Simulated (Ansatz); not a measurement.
Pt: single-point calculation (part 2 of 2)

Continued. System: Pt (slab, 12 atoms in the cell). Method: DFT PBE+D3(BJ), scalar-relativistic, plane waves, PAW, no spin polarisation (Ansatz 0.2.0); cutoff 420 eV, 4×4×1 k-mesh, Gaussian smearing of 0.1 eV. The structure derives from an entry of the Crystallography Open Database. It belongs to a series of runs on one base structure; here: the slab at its places in the relaxed adsorbed structure.

Geometry of the input (Å; fractional positions):
```
5.5557  0.0000  0.0000
-2.7779  4.8114  0.0000
0.0000  0.0000  22.5362
Pt 0.3333  0.1667  0.3550
Pt 0.3333  0.6667  0.3550
Pt 0.8333  0.1667  0.3550
Pt 0.8333  0.6667  0.3550
Pt 0.6582  0.3433  0.4578
Pt 0.6572  0.8435  0.4561
Pt 0.1581  0.3444  0.4562
Pt 0.1603  0.8413  0.4618
Pt -0.0223  0.5354  0.5648
Pt -0.0227  0.0254  0.5558
Pt 0.4724  0.5303  0.5599
Pt 0.4671  0.0248  0.5647
```

## Output, continued
```
  k-point 0: bands = ["-95.3294", "-95.3164", "-95.2796", "-95.2139", "-95.0980", "-94.9732", "-94.9593", "-94.9346", "-94.8952", "-94.8859", "-94.8620", "-94.8514", "-49.7780", "-49.7157", "-49.7011", "-49.6096", "-49.5868", "-49.5516", "-49.5215", "-49.4973", "-49.4832", "-49.4667", "-49.4531", "-49.4313", "-49.4209", "-49.4122", "-49.4024", "-49.3713", "-49.3503", "-49.3209", "-49.2464", "-49.2230", "-49.2160", "-49.1981", "-49.1716", "-49.1404", "-49.1085", "-49.0944", "-49.0880", "-49.0809", "-49.0709", "-48.9344", "-48.9137", "-48.8958", "-48.8436", "-48.8286", "-48.8040", "-48.7905", "-5.9899", "-4.3502", "-3.8255", "-3.3861", "-3.3535", "-3.3150", "-3.1576", "-3.1406", "-3.1297", "-2.6950", "-2.6603", "-2.6384", "-2.5672", "-2.5565", "-2.5516", "-1.1225", "-1.1197", "-1.0740", "-0.9139", "-0.9109", "-0.7045", "-0.5709", "-0.3686", "-0.3517", "-0.1395", "-0.0886", "-0.0565", "0.0470", "0.0807", "0.1523", "0.2834", "0.3526", "0.5719", "0.7827", "0.8199", "1.4571", "1.5638", "1.6071", "1.6176", "1.7102", "1.7591", "1.8052", "1.8912", "2.2071", "2.3162", "2.3210", "2.6794", "2.6871", "2.7971", "2.8427", "2.8627", "2.9074", "2.9186", "3.0937", "3.2843", "3.2887", "3.3446", "3.5171", "3.5298", "3.5882", "3.6003", "3.6026", "3.6396", "3.7549", "4.0616", "4.2716", "4.3026", "5.6711", "5.8220", "5.8932", "5.8953", "5.9279", "6.2577", "8.3239", "8.6626", "8.8493", "8.9781", "9.0470", "9.1432", "9.1548", "9.1898", "9.2524"]
  k-point 1: bands = ["-95.3273", "-95.3181", "-95.2798", "-95.2143", "-95.0979", "-94.9714", "-94.9607", "-94.9345", "-94.8941", "-94.8874", "-94.8608", "-94.8528", "-49.7388", "-49.6789", "-49.6755", "-49.5918", "-49.5774", "-49.5400", "-49.5302", "-49.4880", "-49.4667", "-49.4617", "-49.4448", "-49.4222", "-49.4147", "-49.4046", "-49.3911", "-49.3872", "-49.3455", "-49.3353", "-49.2712", "-49.2523", "-49.2196", "-49.2148", "-49.1688", "-49.1538", "-49.1473", "-49.1294", "-49.1094", "-49.0884", "-49.0743", "-48.9308", "-48.9153", "-48.8963", "-48.8411", "-48.8306", "-48.8027", "-48.7927", "-5.4537", "-3.8158", "-3.3725", "-3.3098", "-2.9956", "-2.9721", "-2.9137", "-2.7768", "-2.7666", "-2.5256", "-2.4095", "-2.3680", "-2.2719", "-2.1205", "-2.0943", "-1.1219", "-1.0796", "-1.0083", "-0.8808", "-0.7348", "-0.7014", "-0.6393", "-0.5539", "-0.3906", "-0.3255", "-0.1868", "-0.1239", "0.0338", "0.0744", "0.1852", "0.2461", "0.3938", "0.4624", "0.4937", "0.6286", "0.9793", "1.0736", "1.1246", "1.1878", "1.3961", "1.4548", "1.4936", "1.5719", "1.6345", "1.7246", "1.7554", "1.9317", "2.0198", "2.2763", "2.3575", "2.3909", "2.4480", "2.5448", "2.5913", "2.6400", "2.7867", "2.8225", "2.8418", "2.9183", "2.9648", "3.0748", "3.1615", "3.2675", "3.3191", "3.5069", "5.0425", "5.0666", "5.4714", "5.7068", "5.8373", "6.0021", "7.5124", "7.6544", "8.6821", "8.9850", "9.0969", "9.1111", "9.5440", "9.6752", "9.9431", "9.9892", "10.8680"]
  k-point 2: bands = ["-95.3229", "-95.3220", "-95.2799", "-95.2146", "-95.0977", "-94.9690", "-94.9628", "-94.9344", "-94.8915", "-94.8904", "-94.8589", "-94.8550", "-49.6778", "-49.6448", "-49.6201", "-49.5946", "-49.5636", "-49.5483", "-49.5299", "-49.5213", "-49.4793", "-49.4436", "-49.4420", "-49.4149", "-49.3979", "-49.3770", "-49.3722", "-49.3599", "-49.3381", "-49.3117", "-49.3092", "-49.2817", "-49.2419", "-49.2387", "-49.2281", "-49.1954", "-49.1468", "-49.1407", "-49.1403", "-49.1023", "-49.0731", "-48.9253", "-48.9189", "-48.8969", "-48.8365", "-48.8347", "-48.8005", "-48.7960", "-4.2090", "-4.1392", "-2.8943", "-2.8573", "-2.4499", "-2.4189", "-2.3548", "-2.2952", "-2.2704", "-2.2423", "-1.8192", "-1.7644", "-1.6603", "-1.5782", "-1.4562", "-1.4090", "-1.1635", "-1.1010", "-1.0238", "-0.9489", "-0.9245", "-0.9116", "-0.6714", "-0.5527", "-0.3090", "-0.2544", "-0.1695", "-0.1376", "-0.0793", "0.0286", "0.0496", "0.1561", "0.1960", "0.2107", "0.2894", "0.3221", "0.3789", "0.4530", "0.6764", "0.7655", "1.0447", "1.0685", "1.1448", "1.1950", "1.2532", "1.2832", "1.4421", "1.5176", "1.5705", "1.6423", "1.7128", "1.8293", "2.1063", "2.1407", "2.2523", "2.2993", "2.3832", "2.4160", "2.7961", "2.8208", "2.9381", "2.9512", "3.3061", "3.3404", "4.6246", "4.6892", "5.2732", "5.2822", "6.0263", "6.0529", "7.6323", "7.7193", "7.9105", "7.9505", "9.7036", "9.7109", "10.4033", "10.4063", "10.6287", "10.6467", "10.6609", "10.7155"]
  k-point 9: bands = ["-95.3275", "-95.3164", "-95.2810", "-95.2144", "-95.0978", "-94.9717", "-94.9592", "-94.9338", "-94.8968", "-94.8859", "-94.8630", "-94.8514", "-49.7339", "-49.6443", "-49.6137", "-49.6084", "-49.5282", "-49.5172", "-49.4996", "-49.4974", "-49.4790", "-49.4749", "-49.4608", "-49.4265", "-49.4059", "-49.3914", "-49.3907", "-49.3588", "-49.3195", "-49.2934", "-49.2735", "-49.2490", "-49.2376", "-49.2291", "-49.2183", "-49.2036", "-49.1979", "-49.1771", "-49.1282", "-49.1019", "-49.0735", "-48.9303", "-48.9133", "-48.8958", "-48.8459", "-48.8279", "-48.8063", "-48.7906", "-4.2741", "-4.1362", "-2.9537", "-2.8516", "-2.5882", "-2.4962", "-2.4445", "-2.3933", "-2.3113", "-2.2507", "-1.8282", "-1.7843", "-1.5843", "-1.5545", "-1.4712", "-1.3064", "-1.0902", "-1.0304", "-0.9857", "-0.9846", "-0.9100", "-0.8972", "-0.5313", "-0.4072", "-0.2812", "-0.2156", "-0.1271", "-0.1145", "-0.0288", "0.0512", "0.0992", "0.1186", "0.1963", "0.3014", "0.3201", "0.3473", "0.4219", "0.4650", "0.5442", "0.6231", "1.0382", "1.0505", "1.1121", "1.2382", "1.3470", "1.3805", "1.4985", "1.5156", "1.5261", "1.6120", "1.6913", "1.8271", "2.1168", "2.1788", "2.2036", "2.2132", "2.2932", "2.4863", "2.8862", "2.9042", "3.0143", "3.0968", "3.2094", "3.2183", "4.5141", "4.5744", "5.2636", "5.2739", "6.0068", "6.0536", "7.3783", "7.5218", "7.8743", "8.0541", "9.7130", "9.7591", "10.3610", "10.3781", "10.3989", "10.4109", "10.6508", "10.6856"]
```

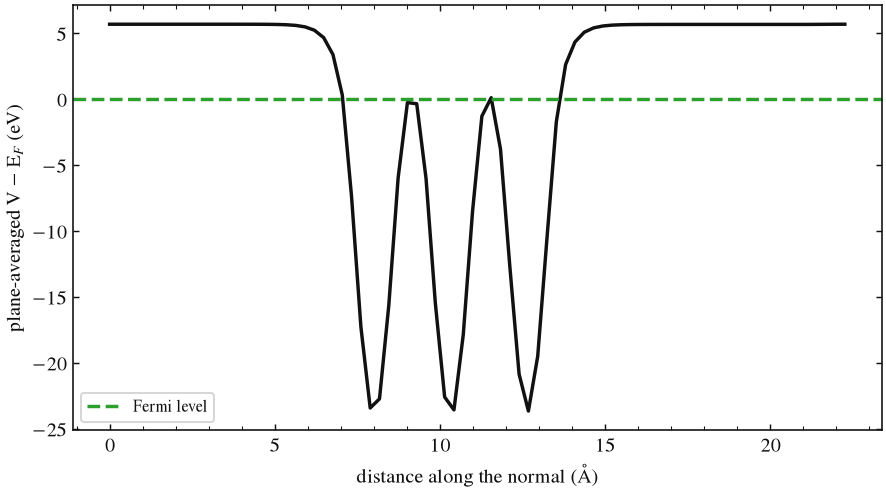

Fig. 1: Plane average of the electrostatic potential energy of an electron across the cell, from the Fermi level. The vacuum level lies 5.67 eV above the Fermi level.

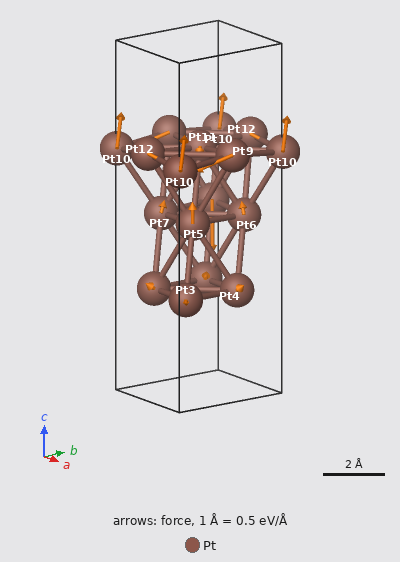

Fig. 2: Forces on the atoms as orange arrows (ball-and-stick view of the cell of the calculation, with the vacuum cut short, seen slightly off an axis; atoms are numbered from 1 in the order of the input). The largest act on Pt8 (0.91 eV/Å); Pt10 (0.77 eV/Å); Pt9, Pt12 (0.70 eV/Å); Pt5 (0.38 eV/Å). The geometry is not a stationary point of this energy.

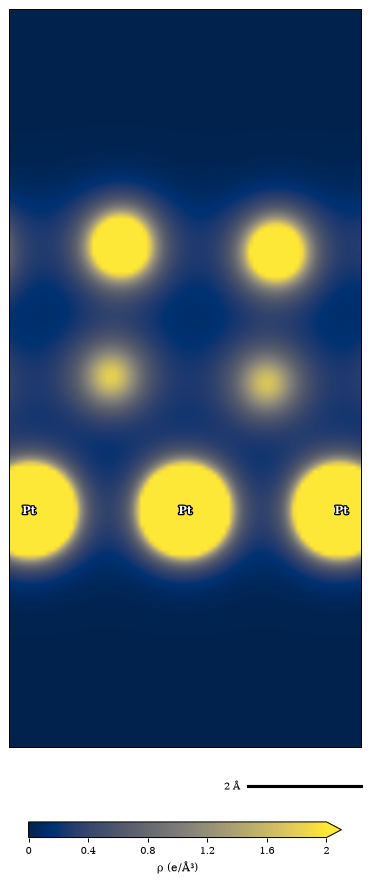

Fig. 3: Valence pseudo-density on the (100) plane of the calculation cell, a cut from vacuum to vacuum. The plane passes through Pt nuclei. Pt–Pt (2.78 Å): the density is about 0.37 e/Å³ at the midpoint. Pt–Pt (2.78 Å): ρ at the midpoint is about 0.37 e/Å³. The density dies away to nearly zero in the vacuum. The fields are those of the smooth PAW valence density.
